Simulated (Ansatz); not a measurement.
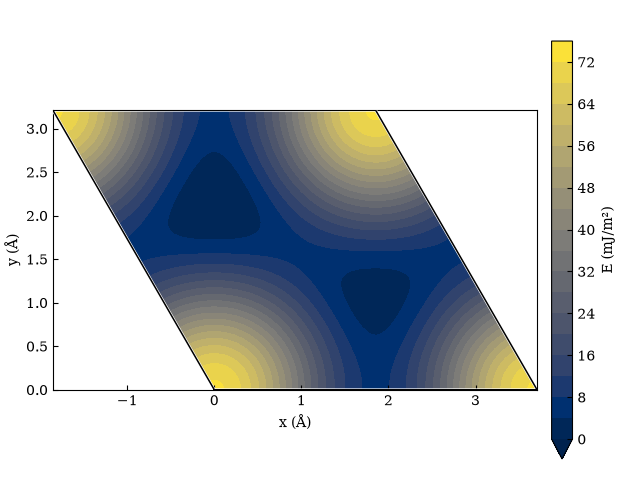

A bilayer of two PtSe₂ sheets (1T type) (6 atoms in the cell). 
- The upper layer of a bilayer is slid over the lower one; relaxed at each slide: nothing; the origin of the map has Se4 above Se3; the distance between the facing planes is held at 3.51 Å.
- Places are given modulo a cell vector. The map is drawn in real space over the plane of the slide.
- The scan uses a 6 × 6 grid; 10 points were computed and 26 follow by symmetry.
- Energies are in mJ/m², from the lowest grid point.
- At a held distance the lowest stacking need not be the one that binds best once the distance relaxes.
- Method: Ansatz, DFT PBE+D3(BJ), scalar-relativistic, plane waves, PAW. Settings: cutoff 420 eV, k-mesh 9×9×1, gaussian smearing 0.05 eV, no spin polarisation.

Drawn: filled contours, the outline of one cell of the plane. Between grid points the surface is interpolated.

The lowest grid point is at (2/6, 4/6) of the cell vectors. There is a further well near (4/6, 2/6) of the cell vectors (1.7 mJ/m² above the lowest at that grid point). The highest grid point, (0/6, 0/6) of the cell vectors, lies 72.6 mJ/m² above the lowest. On the interpolated surface the easiest way out of the lowest well to the well at (4/6, 2/6) of the cell vectors passes a barrier of about 6.9 mJ/m². Facing atoms of the upper layer at the lowest point: Se above Se of a deeper plane, the Pt behind them above Pt; at the highest: Se above Se, the Pt behind them above Se.

The scan is repeated with another setting: the distance between the facing planes is held at 3.11 Å; all else is set up alike.

What will the new map look like?

The lowest place stays at (2/6, 4/6) of the cell vectors. The span from the lowest to the highest grid point grows from 72.6 to 245.3 mJ/m². The easiest pass out of the lowest well goes from about 6.9 to about 30 mJ/m² on the interpolated surfaces. Higher wells of the new map: (4/6, 2/6) of the cell vectors, 21.2 mJ/m² up (that grid point lay 1.7 mJ/m² up before). Closer layers feel more of the short-range repulsion between facing atoms, which depends on the stacking. In the new map: facing atoms of the upper layer at the lowest point: Se above Se of a deeper plane, the Pt behind them above Pt; at the highest: Se above Se, the Pt behind them above Se.

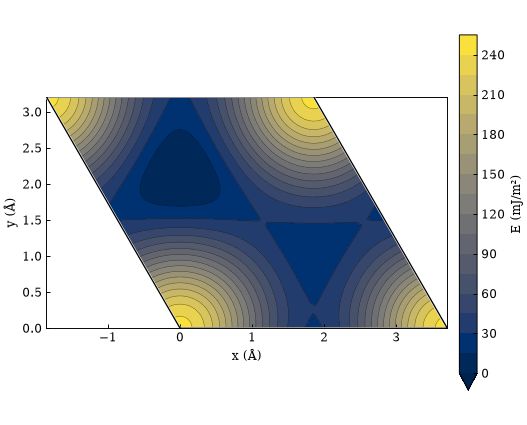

The map after the change, on a colour scale of its own. The picture shows filled contours, the outline of one cell of the plane. Between grid points the surface is interpolated.

PAW datasets: the set soft_1.
